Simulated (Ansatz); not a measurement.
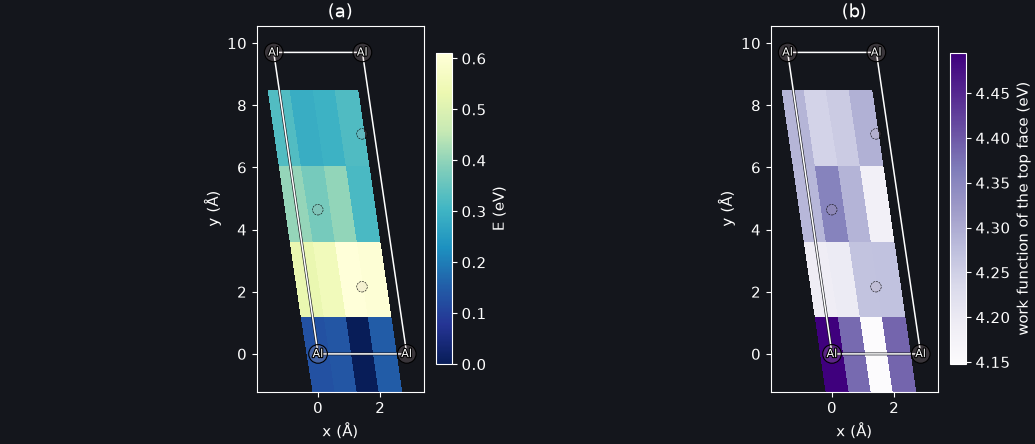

H on an Al(101) slab cut from the P6_3/mmc phase, its upper half relaxed before the scan (18 atoms of substrate and one adsorbate in a 2 × 1 cell). H is moved over the surface cell; relaxed at each place: the height of the adsorbate's atoms; substrate rigid; the origin of the map has the adsorbate above Al17. Places are given modulo a cell vector. The map is drawn in real space over the plane of the surface. The grid has 4 × 4 points. Places are given in fractions of the 1 × 1 surface cell. Energies: eV, counted from the lowest grid point. At some places the adsorbate sinks to or below the level of the top layer. Level of theory: DFT PBE, scalar-relativistic, plane waves, PAW in Ansatz. Settings: cutoff 420 eV, k-mesh 5×3×1, gaussian smearing 0.1 eV, no spin polarisation.

Panel (a) is the energy and panel (b) the computed work function of the top face on the same grid.

In the figure: one coloured cell a grid point, labelled circles for the atoms of the top layer and small ones for the second layer, the outline of one cell of the plane.

Q: How does the work function of the top face vary over the map, and what is it at the lowest grid point?

A: It runs from 4.15 eV at a bridge site between two Al atoms, (2/4, 0/4) of the cell vectors to 4.49 eV at the top site over a surface Al atom, (0/4, 0/4) of the cell vectors. At the lowest grid point, a bridge site between two Al atoms, (2/4, 0/4) of the cell vectors, it is 4.15 eV.

PAW datasets: the set soft_1.
